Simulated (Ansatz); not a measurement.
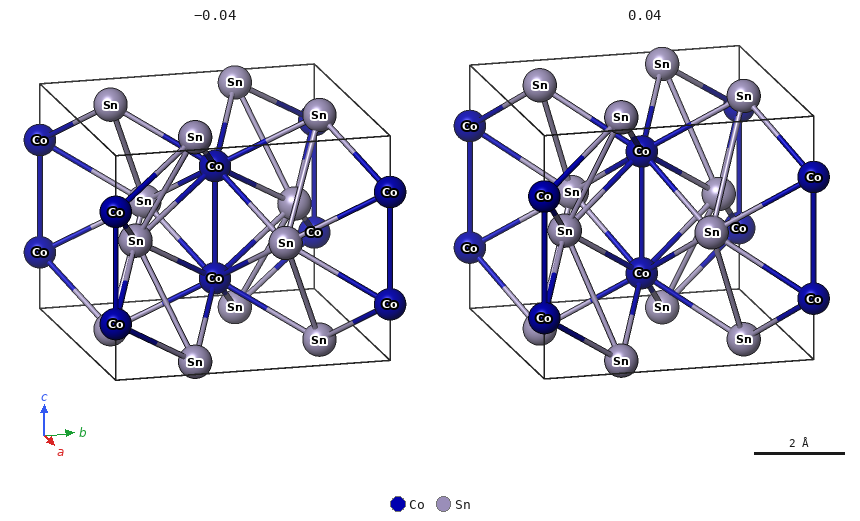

Solid CoSn2 (set up in I4/mcm), under uniaxial strain along c (a, b and atoms relaxed), with energies (extrapolated to zero smearing) counted from the relaxed crystal, which is the row at zero. The picture shows the first and the last member. A ball-and-stick model of the cell of the calculation, seen slightly off an axis.

Computed with Ansatz 0.2.0: DFT PBEsol, scalar-relativistic, plane waves, PAW. (plane-wave cutoff 420 eV; k-point mesh 6 × 6 × 8; occupations gaussian; smearing width 0.1 eV; no spin polarisation; force threshold 0.008 eV/Å)

```tsv
strain	energy (meV/atom)	a (Å)	c (Å)
−0.04	19.03	6.339	5.182
−0.02	4.64	6.307	5.290
0.0	0.00	6.280	5.398
0.02	?	?	?
0.04	13.82	6.222	5.613
```

Question: One row is withheld. What does the calculation give there?

Answer: A parabola through three neighbouring rows (−0.02, 0.0, 0.04) gives, with Lagrange weights, (−0.3333)(4.64) + (1.0000)(0.00) + (0.3333)(13.82) = 3.06 meV/atom. The calculation gives 3.52 meV/atom (a = 6.250 Å, c = 5.505 Å). The estimate is 0.46 meV/atom too low. From the first member to the last: Co–Co 2.591 → 2.807 Å, Sn–Sn 3.006 → 3.158 Å, Co–Sn 2.699 → 2.708 Å.

The whole series:

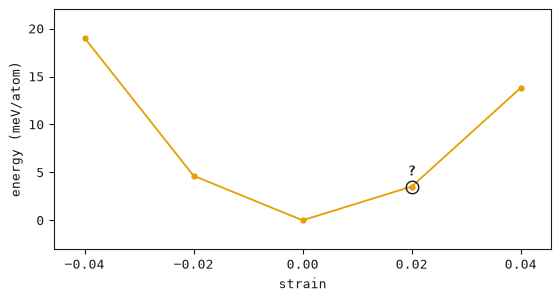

Each member starts from this one structure; whether another phase lies lower wasn't checked.

Limits of the set-up: an element that often carries a moment was run without spin polarisation.
